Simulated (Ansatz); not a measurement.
GaSb (space group P6_3/mmc, No. 194). Coordinates: the input geometry of an electronic-structure calculation (not necessarily at equilibrium); the starting structure was generated, so it need not be a known form of this composition.

```cif
data_structure
_symmetry_space_group_name_H-M 'P6_3/mmc'
_symmetry_Int_Tables_number 194
_cell_length_a 3.9814
_cell_length_b 3.9814
_cell_length_c 6.9477
_cell_angle_alpha 90.000
_cell_angle_beta 90.000
_cell_angle_gamma 120.000
_cell_volume 95.38
loop_
_atom_site_label
_atom_site_type_symbol
_atom_site_symmetry_multiplicity
_atom_site_Wyckoff_symbol
_atom_site_fract_x
_atom_site_fract_y
_atom_site_fract_z
_atom_site_occupancy
Ga1 Ga 2 a 0.00000 0.00000 0.00000 1
Sb1 Sb 2 c 0.33333 0.66667 0.25000 1
```

Bonds are taken as Ga–Sb below 3.2 Å. Simplification: prune 0- and 1-connected atoms, fold 2-connected ones into links.

Derive the underlying net.

The result is a binodal (6,6)-connected, three-periodic net: Sb is a 6-connected node; Ga is a 6-connected node, in the ratio 1:1. It is the nia net, known from NiAs. It is a single net, without interpenetration.

| node | links | point symbol | coordination sequence |
| --- | --- | --- | --- |
| Sb | 6 | 4⁹·6⁶ | 6 18 42 74 |
| Ga | 6 | 4¹²·6³ | 6 20 42 74 |

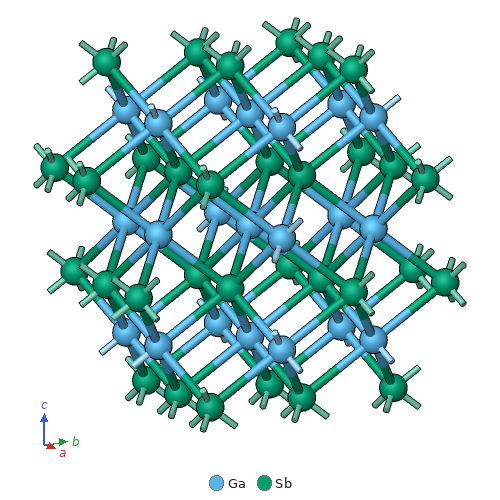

Nodes are coloured by element. Edges to nodes outside the piece are drawn as stubs.
